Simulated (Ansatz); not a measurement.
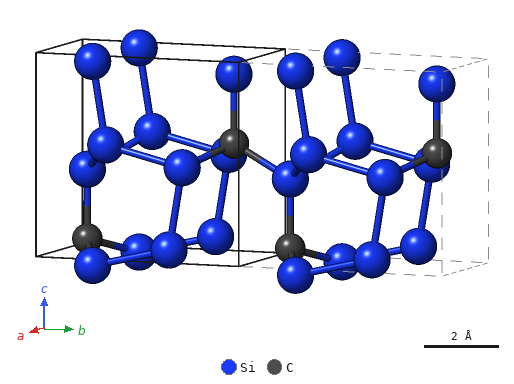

Shown here is a ball-and-stick view of the crystal, taken slightly off an axis. The solid box is one conventional unit cell, and 1×2×1 cells are shown. Cell: a = 3.369 Å, b = 5.999 Å, c = 5.625 Å, α = 90.00°, β = 90.00°, γ = 90.00°.

Notes on the structure:

Chemical formula Si$_{3}$C. Space group Pmc2_1 (No. 26), lattice primitive orthorhombic. Counting shared atoms by their share gives 6 Si, 2 C, or 8 atoms. Each C atom is coordinated by four Si in a distorted tetrahedral arrangement at about 1.9 to 2.0 Å. Si takes three kinds of site: 2b with two C and two Si in a distorted tetrahedral arrangement (about 1.9 Å to C, 2.3 Å to Si); 2a with two Si and two C in a distorted tetrahedral arrangement (about 2.3 Å to Si, 2.0 Å to C); 2a with four Si in a distorted tetrahedral arrangement at about 2.3 Å. The bonds build a three-dimensional framework.

Source of the structure: a structure listed in the Materials Project, with elements exchanged, so it need not be a known form of the compound. A relaxation with Ansatz 0.2.0, DFT LDA, scalar-relativistic, plane waves, PAW gave the geometry drawn.
